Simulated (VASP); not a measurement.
Geometry relaxation of PtAs2 (part 2 of 3)

The same run, continued: PtAs2 (12 atoms in the cell); Kohn-Sham DFT of a periodic cell, PBE with D3(BJ), VASP PAW PBE potentials, recommended, no spin polarisation (VASP 6.6.1); cutoff 600 eV, 6×6×6 k-mesh, Gaussian smearing of 0.03 eV. The structure derives from an entry of the Crystallography Open Database.

Geometry of the input (Å; fractional positions):
```
5.9915  0.0000  -0.0000
-0.0000  5.9915  0.0000
-0.0000  0.0000  5.9915
As 0.3831  0.3831  0.3831
As 0.1169  0.6169  0.8831
As 0.8831  0.1169  0.6169
As 0.6169  0.8831  0.1169
As 0.6169  0.6169  0.6169
As 0.8831  0.3831  0.1169
As 0.1169  0.8831  0.3831
As 0.3831  0.1169  0.8831
Pt 1.0000  0.0000  0.0000
Pt 0.5000  0.0000  0.5000
Pt 0.5000  0.5000  0.0000
Pt 1.0000  0.5000  0.5000
```

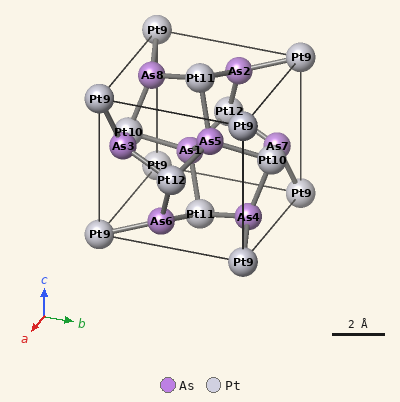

**Figure 1.** The geometry at step 1 of the log (ball-and-stick view of the cell of the calculation, seen at an oblique angle; atoms are numbered from 1 in the order of the input).

### Parts of OUTCAR, continued
```
  FREE ENERGIE OF THE ION-ELECTRON SYSTEM (eV)
  ---------------------------------------------------
  free  energy   TOTEN  =       -74.5419422572 eV

  energy  without entropy=      -74.5419422572  energy(sigma->0) =      -74.54194226

--------------------------------------- Ionic step        2  -------------------------------------------

 number of electron      80.0000012 magnetization

------------------------ aborting loop because EDIFF is reached ----------------------------------------

 Edisp (eV)   -6.65044

 E8    (eV) :    -2.9068

  FORCE on cell =-STRESS in cart. coord.  units (eV):
  Direction    XX          YY          ZZ          XY          YZ          ZX
  --------------------------------------------------------------------------------------
  -------------------------------------------------------------------------------------
  Total      -0.11180    -0.11180    -0.11180     0.00000    -0.00000    -0.00000
  in kB      -0.83204    -0.83204    -0.83204     0.00000    -0.00000    -0.00000
  external pressure =       -0.83 kB  Pullay stress =        0.00 kB

 VOLUME and BASIS-vectors are now :
 -----------------------------------------------------------------------------
  energy-cutoff  :      600.00
  volume of cell :      215.28
      direct lattice vectors                 reciprocal lattice vectors
     5.993305592  0.000000000 -0.000000000     0.166852830 -0.000000000 -0.000000000
     0.000000000  5.993305592  0.000000000    -0.000000000  0.166852830  0.000000000
     0.000000000 -0.000000000  5.993305592     0.000000000 -0.000000000  0.166852830

 POSITION                                       TOTAL-FORCE (eV/Angst)
 -----------------------------------------------------------------------------------
      2.29587      2.29587      2.29587         0.000749      0.000749      0.000749
      0.70078      3.69743      5.29253        -0.000749     -0.000749      0.000749
      5.29253      0.70078      3.69743         0.000749     -0.000749     -0.000749
      3.69743      5.29253      0.70078        -0.000749      0.000749     -0.000749
      3.69743      3.69743      3.69743        -0.000749     -0.000749     -0.000749
      5.29253      2.29587      0.70078         0.000749      0.000749     -0.000749
      0.70078      5.29253      2.29587        -0.000749      0.000749      0.000749
      2.29587      0.70078      5.29253         0.000749     -0.000749      0.000749
      0.00000     -0.00000      5.99331        -0.000000      0.000000      0.000000
      2.99665      0.00000      2.99665        -0.000000      0.000000      0.000000
      2.99665      2.99665      5.99331        -0.000000      0.000000      0.000000
      0.00000      2.99665      2.99665        -0.000000      0.000000      0.000000
 -----------------------------------------------------------------------------------
    total drift:                                0.000000      0.000000     -0.000000

  FREE ENERGIE OF THE ION-ELECTRON SYSTEM (eV)
  ---------------------------------------------------
  free  energy   TOTEN  =       -74.5419122288 eV

  energy  without entropy=      -74.5419122287  energy(sigma->0) =      -74.54191223

--------------------------------------- Ionic step        3  -------------------------------------------

 number of electron      80.0000012 magnetization

 Free energy of the ion-electron system (eV)
  ---------------------------------------------------
  ext. energy  EPLUGINS =         0.00000000
  ---------------------------------------------------
  free energy    TOTEN  =       -67.88736743 eV

  energy without entropy =      -67.88736743  energy(sigma->0) =      -67.88736743

 E-fermi :   7.5636     XC(G=0): -11.2923     alpha+bet :-12.8606

 val. band max:        7.4379323234   @ k =   0.3333   0.3333   0.0000
 cond. band min:       7.6876751537   @ k =   0.5000   0.5000   0.5000
 fundamental gap:      0.2497428303
 Fermi energy:         7.5636199839

 k-point     1 :       0.0000    0.0000    0.0000
  band No.  band energies     occupation
      1      -6.7903      2.00000
      2      -4.7796      2.00000
      3      -4.7796      2.00000
      4      -4.7796      2.00000
      5      -2.5894      2.00000
      6      -2.5894      2.00000
      7      -2.5894      2.00000
      8      -1.2376      2.00000
      9       1.0448      2.00000
     10       1.0448      2.00000
     11       1.0448      2.00000
     12       1.8450      2.00000
     13       1.8450      2.00000
     14       1.8450      2.00000
     15       2.2145      2.00000
     16       2.2145      2.00000
     17       2.6761      2.00000
     18       2.6761      2.00000
     19       2.6761      2.00000
     20       3.1718      2.00000
     21       3.1718      2.00000
     22       3.1718      2.00000
     23       3.6670      2.00000
     24       3.6670      2.00000
     25       3.6670      2.00000
     26       3.9677      2.00000
     27       3.9677      2.00000
     28       3.9944      2.00000
     29       3.9944      2.00000
     30       4.0478      2.00000
     31       4.1203      2.00000
     32       4.1203      2.00000
     33       4.1203      2.00000
     34       4.9572      2.00000
     35       4.9770      2.00000
     36       4.9770      2.00000
     37       4.9770      2.00000
     38       6.4759      2.00000
     39       6.4759      2.00000
     40       6.4759      2.00000
     41       8.0866      0.00000
     42       8.0866      0.00000
     43       8.0866      0.00000
     44       9.0622      0.00000
     45      11.4496      0.00000
     46      11.4496      0.00000
     47      11.4496      0.00000
     48      12.0159      0.00000

 k-point     2 :       0.1667    0.0000    0.0000
  band No.  band energies     occupation
      1      -6.6850      2.00000
      2      -4.9449      2.00000
      3      -4.7269      2.00000
      4      -4.7218      2.00000
      5      -2.6542      2.00000
      6      -2.6034      2.00000
      7      -2.5953      2.00000
      8      -1.5158      2.00000
      9       1.0831      2.00000
     10       1.1164      2.00000
     11       1.2633      2.00000
     12       1.8283      2.00000
     13       1.9515      2.00000
     14       2.0367      2.00000
     15       2.0453      2.00000
     16       2.0922      2.00000
     17       2.2247      2.00000
     18       2.4830      2.00000
     19       2.4888      2.00000
     20       3.0977      2.00000
     21       3.1894      2.00000
     22       3.4643      2.00000
     23       3.6272      2.00000
     24       3.6448      2.00000
     25       3.7419      2.00000
     26       3.7891      2.00000
     27       3.8986      2.00000
     28       4.0064      2.00000
     29       4.1209      2.00000
     30       4.2080      2.00000
     31       4.2088      2.00000
     32       4.3246      2.00000
     33       4.5305      2.00000
     34       4.6123      2.00000
     35       5.0243      2.00000
     36       5.0949      2.00000
     37       5.3856      2.00000
     38       6.3815      2.00000
     39       6.4674      2.00000
     40       7.0010      2.00000
     41       8.1299      0.00000
     42       8.1462      0.00000
     43       8.1678      0.00000
     44       9.2516      0.00000
     45      11.0957      0.00000
     46      11.2478      0.00000
     47      11.3749      0.00000
     48      11.5254      0.00000

 k-point     3 :       0.3333    0.0000    0.0000
  band No.  band energies     occupation
      1      -6.3801      2.00000
      2      -5.3819      2.00000
      3      -4.6073      2.00000
      4      -4.5957      2.00000
      5      -2.7042      2.00000
      6      -2.6206      2.00000
      7      -2.6044      2.00000
      8      -2.0446      2.00000
      9       1.0403      2.00000
     10       1.2771      2.00000
     11       1.3774      2.00000
     12       1.4029      2.00000
     13       1.7817      2.00000
     14       2.0736      2.00000
     15       2.0769      2.00000
     16       2.2389      2.00000
     17       2.2411      2.00000
     18       2.5608      2.00000
     19       2.6571      2.00000
     20       2.7037      2.00000
     21       3.1264      2.00000
     22       3.4425      2.00000
     23       3.4727      2.00000
     24       3.5878      2.00000
     25       3.7802      2.00000
     26       3.8555      2.00000
     27       3.8950      2.00000
     28       4.0088      2.00000
     29       4.1387      2.00000
     30       4.2668      2.00000
     31       4.2908      2.00000
     32       4.3468      2.00000
     33       4.9055      2.00000
     34       5.0057      2.00000
     35       5.3533      2.00000
     36       5.4522      2.00000
     37       6.0683      2.00000
     38       6.1537      2.00000
     39       6.5367      2.00000
     40       7.1323      2.00000
     41       8.4259      0.00000
     42       8.4771      0.00000
     43       8.5030      0.00000
     44       9.6618      0.00000
     45      10.0054      0.00000
     46      10.7485      0.00000
     47      11.0264      0.00000
     48      11.3644      0.00000

 k-point     4 :       0.5000    0.0000    0.0000
  band No.  band energies     occupation
      1      -5.9155      2.00000
      2      -5.9155      2.00000
      3      -4.5322      2.00000
      4      -4.5322      2.00000
      5      -2.6699      2.00000
      6      -2.6699      2.00000
      7      -2.4531      2.00000
      8      -2.4531      2.00000
      9       1.0506      2.00000
     10       1.0506      2.00000
     11       1.5098      2.00000
     12       1.5098      2.00000
     13       1.6653      2.00000
     14       1.6653      2.00000
     15       2.2435      2.00000
     16       2.2435      2.00000
     17       2.3273      2.00000
     18       2.3273      2.00000
     19       3.1102      2.00000
     20       3.1102      2.00000
     21       3.2301      2.00000
     22       3.2301      2.00000
     23       3.2759      2.00000
     24       3.2759      2.00000
     25       3.8559      2.00000
     26       3.8559      2.00000
     27       3.9718      2.00000
     28       3.9718      2.00000
     29       4.2124      2.00000
     30       4.2124      2.00000
     31       4.2737      2.00000
     32       4.2737      2.00000
     33       5.3594      2.00000
     34       5.3594      2.00000
     35       5.5239      2.00000
     36       5.5239      2.00000
     37       6.2024      2.00000
     38       6.2024      2.00000
     39       6.5931      2.00000
     40       6.5931      2.00000
     41       8.9197      0.00000
     42       8.9197      0.00000
     43       9.0834      0.00000
     44       9.0834      0.00000
     45      10.1427      0.00000
     46      10.1427      0.00000
     47      11.0804      0.00000
     48      11.0804      0.00000

 k-point     5 :       0.1667    0.1667    0.0000
  band No.  band energies     occupation
      1      -6.5803      2.00000
      2      -4.8803      2.00000
      3      -4.8756      2.00000
      4      -4.6758      2.00000
      5      -2.7186      2.00000
      6      -2.6933      2.00000
      7      -2.5600      2.00000
      8      -1.7510      2.00000
      9       1.0927      2.00000
     10       1.3012      2.00000
     11       1.4001      2.00000
     12       1.7622      2.00000
     13       1.8723      2.00000
     14       1.8804      2.00000
     15       1.9742      2.00000
     16       2.1419      2.00000
     17       2.2142      2.00000
     18       2.2853      2.00000
     19       2.6285      2.00000
     20       3.1377      2.00000
     21       3.1601      2.00000
     22       3.3577      2.00000
     23       3.3684      2.00000
     24       3.7177      2.00000
     25       3.7365      2.00000
     26       3.9248      2.00000
     27       3.9254      2.00000
     28       4.0157      2.00000
     29       4.0354      2.00000
     30       4.1584      2.00000
     31       4.4332      2.00000
     32       4.4437      2.00000
     33       4.6922      2.00000
     34       4.7087      2.00000
     35       5.2258      2.00000
     36       5.2584      2.00000
     37       5.5179      2.00000
     38       6.3684      2.00000
     39       6.8085      2.00000
     40       6.8350      2.00000
     41       8.1254      0.00000
     42       8.2825      0.00000
     43       8.3747      0.00000
     44       9.4173      0.00000
     45      10.6576      0.00000
     46      11.0467      0.00000
     47      11.3025      0.00000
     48      11.4005      0.00000

 [... the levels of 18 k-points are left out ...]

 k-point    24 :       0.5000    0.5000    0.5000
  band No.  band energies     occupation
      1      -4.7521      2.00000
      2      -4.7521      2.00000
      3      -4.7521      2.00000
      4      -4.7521      2.00000
      5      -3.5538      2.00000
      6      -3.5538      2.00000
      7      -3.5538      2.00000
      8      -3.5538      2.00000
      9       0.8997      2.00000
     10       0.8997      2.00000
     11       0.8997      2.00000
     12       0.8997      2.00000
     13       1.8420      2.00000
     14       1.8420      2.00000
     15       1.8420      2.00000
     16       1.8420      2.00000
     17       3.6355      2.00000
     18       3.6355      2.00000
     19       3.6355      2.00000
     20       3.6355      2.00000
     21       3.7636      2.00000
     22       3.7636      2.00000
     23       3.7636      2.00000
     24       3.7636      2.00000
     25       4.0950      2.00000
     26       4.0950      2.00000
     27       4.0950      2.00000
     28       4.0950      2.00000
     29       4.1321      2.00000
     30       4.1321      2.00000
     31       4.1321      2.00000
     32       4.1321      2.00000
     33       6.3485      2.00000
     34       6.3485      2.00000
     35       6.3485      2.00000
     36       6.3485      2.00000
     37       6.7190      2.00000
     38       6.7190      2.00000
     39       6.7190      2.00000
     40       6.7190      2.00000
     41       7.6877      0.00000
     42       7.6877      0.00000
     43       7.6877      0.00000
     44       7.6877      0.00000
     45      10.3723      0.00000
     46      10.3723      0.00000
     47      10.3723      0.00000
     48      10.3723      0.00000

------------------------ aborting loop because EDIFF is reached ----------------------------------------

 Edisp (eV)   -6.65458

 E8    (eV) :    -2.9086

  FORCE on cell =-STRESS in cart. coord.  units (eV):
  Direction    XX          YY          ZZ          XY          YZ          ZX
  --------------------------------------------------------------------------------------
  -------------------------------------------------------------------------------------
  Total       0.01422     0.01422     0.01422     0.00000     0.00000    -0.00000
  in kB       0.10591     0.10591     0.10591     0.00000     0.00000    -0.00000
  external pressure =        0.11 kB  Pullay stress =        0.00 kB

 VOLUME and BASIS-vectors are now :
 -----------------------------------------------------------------------------
  energy-cutoff  :      600.00
  volume of cell :      215.14
      direct lattice vectors                 reciprocal lattice vectors
     5.992056189  0.000000000 -0.000000000     0.166887621 -0.000000000 -0.000000000
     0.000000000  5.992056189  0.000000000    -0.000000000  0.166887621  0.000000000
     0.000000000 -0.000000000  5.992056189     0.000000000 -0.000000000  0.166887621

 POSITION                                       TOTAL-FORCE (eV/Angst)
 -----------------------------------------------------------------------------------
      2.29536      2.29536      2.29536         0.000991      0.000991      0.000991
      0.70067      3.69670      5.29139        -0.000991     -0.000991      0.000991
      5.29139      0.70067      3.69670         0.000991     -0.000991     -0.000991
      3.69670      5.29139      0.70067        -0.000991      0.000991     -0.000991
      3.69670      3.69670      3.69670        -0.000991     -0.000991     -0.000991
      5.29139      2.29536      0.70067         0.000991      0.000991     -0.000991
      0.70067      5.29139      2.29536        -0.000991      0.000991      0.000991
      2.29536      0.70067      5.29139         0.000991     -0.000991      0.000991
      0.00000      0.00000     -0.00000         0.000000     -0.000000      0.000000
      2.99603      0.00000      2.99603         0.000000     -0.000000      0.000000
      2.99603      2.99603      0.00000         0.000000     -0.000000      0.000000
      0.00000      2.99603      2.99603        -0.000000      0.000000      0.000000
 -----------------------------------------------------------------------------------
    total drift:                                0.000000      0.000000      0.000000

  FREE ENERGIE OF THE ION-ELECTRON SYSTEM (eV)
  ---------------------------------------------------
  free  energy   TOTEN  =       -74.5419509182 eV

  energy  without entropy=      -74.5419509182  energy(sigma->0) =      -74.54195092

 reached required accuracy - stopping structural energy minimisation
```

### CONTCAR
```
As2Pt
   1.00000000000000
     5.9920561891452744    0.0000000000000000   -0.0000000000000000
     0.0000000000000000    5.9920561891452744    0.0000000000000000
     0.0000000000000000   -0.0000000000000000    5.9920561891452744
  As              Pt
     8     4
Direct
     0.3830668803572136    0.3830668803572136    0.3830668803572136
     0.1169331196427864    0.6169331196427864    0.8830668803572136
     0.8830668803572136    0.1169331196427864    0.6169331196427864
     0.6169331196427864    0.8830668803572136    0.1169331196427864
     0.6169331196427864    0.6169331196427864    0.6169331196427864
     0.8830668803572136    0.3830668803572136    0.1169331196427864
     0.1169331196427864    0.8830668803572136    0.3830668803572136
     0.3830668803572136    0.1169331196427864    0.8830668803572136
     0.0000000000000000    0.0000000000000000    0.0000000000000000
     0.5000000000000000    0.0000000000000000    0.5000000000000000
     0.5000000000000000    0.5000000000000000    0.0000000000000000
     0.0000000000000000    0.5000000000000000    0.5000000000000000

  0.00000000E+00  0.00000000E+00  0.00000000E+00
  0.00000000E+00  0.00000000E+00  0.00000000E+00
  0.00000000E+00  0.00000000E+00  0.00000000E+00
  0.00000000E+00  0.00000000E+00  0.00000000E+00
  0.00000000E+00  0.00000000E+00  0.00000000E+00
  0.00000000E+00  0.00000000E+00  0.00000000E+00
  0.00000000E+00  0.00000000E+00  0.00000000E+00
  0.00000000E+00  0.00000000E+00  0.00000000E+00
  0.00000000E+00  0.00000000E+00  0.00000000E+00
  0.00000000E+00  0.00000000E+00  0.00000000E+00
  0.00000000E+00  0.00000000E+00  0.00000000E+00
  0.00000000E+00  0.00000000E+00  0.00000000E+00
```

### Trajectory as extended XYZ (Å, eV, eV/Å), 3 frames, from step=0 to step=2
```
12
Lattice="5.9915 0.0000 0.0000 0.0000 5.9915 0.0000 0.0000 0.0000 5.9915" Properties=species:S:1:pos:R:3:forces:R:3 step=0 energy=-74.54194
As    2.2951    2.2951    2.2951    0.0011   0.0011   0.0011
As    0.7006    3.6964    5.2909   -0.0011  -0.0011   0.0011
As    5.2909    0.7006    3.6964    0.0011  -0.0011  -0.0011
As    3.6964    5.2909    0.7006   -0.0011   0.0011  -0.0011
As    3.6964    3.6964    3.6964   -0.0011  -0.0011  -0.0011
As    5.2909    2.2951    0.7006    0.0011   0.0011  -0.0011
As    0.7006    5.2909    2.2951   -0.0011   0.0011   0.0011
As    2.2951    0.7006    5.2909    0.0011  -0.0011   0.0011
Pt    0.0000    0.0000    0.0000    0.0000   0.0000   0.0000
Pt    2.9958    0.0000    2.9958    0.0000   0.0000   0.0000
Pt    2.9958    2.9958    0.0000    0.0000   0.0000   0.0000
Pt    0.0000    2.9958    2.9958    0.0000   0.0000   0.0000
12
Lattice="5.9933 0.0000 -0.0000 0.0000 5.9933 0.0000 0.0000 -0.0000 5.9933" Properties=species:S:1:pos:R:3:forces:R:3 step=1 energy=-74.54191
As    2.2959    2.2959    2.2959    0.0007   0.0007   0.0007
As    0.7008    3.6974    5.2925   -0.0007  -0.0007   0.0007
As    5.2925    0.7008    3.6974    0.0007  -0.0007  -0.0007
As    3.6974    5.2925    0.7008   -0.0007   0.0007  -0.0007
As    3.6974    3.6974    3.6974   -0.0007  -0.0007  -0.0007
As    5.2925    2.2959    0.7008    0.0007   0.0007  -0.0007
As    0.7008    5.2925    2.2959   -0.0007   0.0007   0.0007
As    2.2959    0.7008    5.2925    0.0007  -0.0007   0.0007
Pt    0.0000    0.0000    5.9933    0.0000   0.0000   0.0000
Pt    2.9967    0.0000    2.9967    0.0000   0.0000   0.0000
Pt    2.9967    2.9967    5.9933    0.0000   0.0000   0.0000
Pt    0.0000    2.9967    2.9967    0.0000   0.0000   0.0000
```
